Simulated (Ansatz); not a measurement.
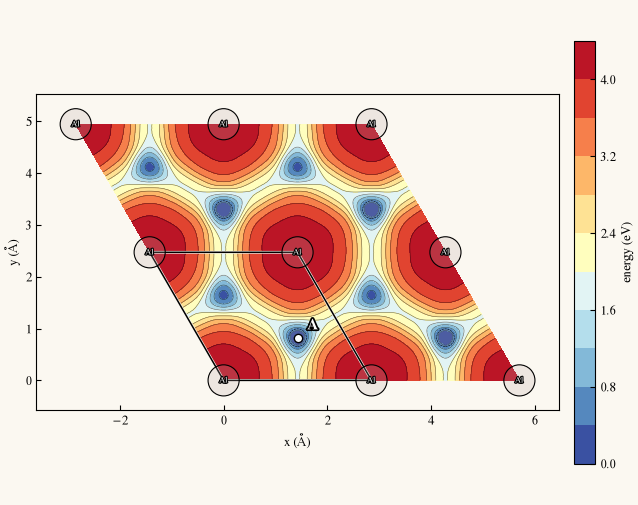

N on an Al(001) slab cut from the P6_3/mmc phase, its upper half relaxed before the scan (8 atoms of substrate and one adsorbate in a 1 × 1 cell). N is moved over the surface cell; relaxed at each place: the height of the adsorbate's atoms; substrate rigid; the origin of the map has the adsorbate above Al8. Places are given modulo a cell vector. The map is drawn in real space over the plane of the surface. The grid has 6 × 6 points; 10 points were computed and 26 follow by symmetry. Energies are in eV, from the lowest grid point. With one adsorbate in each 1 × 1 cell, its nearest image is 2.9 Å away, so neighbouring adsorbates interact. The calculation used DFT PBE, scalar-relativistic, plane waves, PAW in Ansatz 0.2.0. Settings: cutoff 420 eV, k-mesh 9×9×1, gaussian smearing 0.1 eV, no spin polarisation.

Drawn: filled contours, labelled circles for the atoms of the top layer and small ones for the second layer, the outline of one cell of the 2 × 2 shown, the point A. Between grid points the surface is interpolated.

Find the lowest pass out of the well at A.

Answer. The easiest path leads from the well at a threefold hollow over a second-layer Al atom, (4/6, 2/6) of the cell vectors to the well at a threefold hollow, (2/6, 4/6) of the cell vectors, about 0.25 eV higher. Its highest point lies about 2 eV above the bottom of the first well on the interpolated surface, at about (0.05, 0.52) of the cell vectors. Seen from the upper well the barrier is about 1.7 eV. This is the barrier on the constrained surface; relaxing the other coordinates would change it.

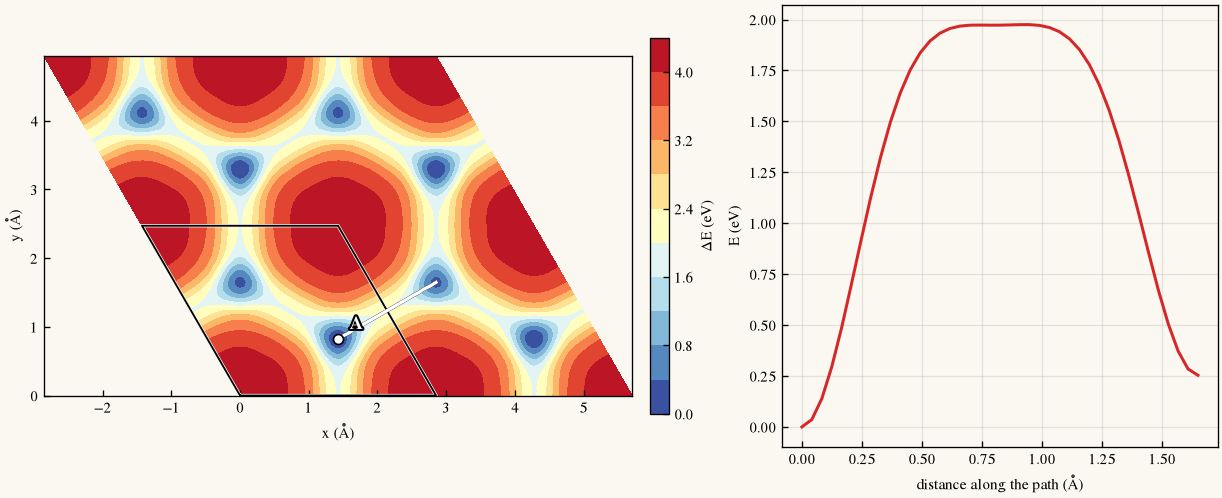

Drawn: filled contours, a line along the lowest path, the outline of one cell of the 2 × 2 shown, the energy along the path at the right. Between grid points the surface is interpolated.

PAW datasets: the set soft_1.
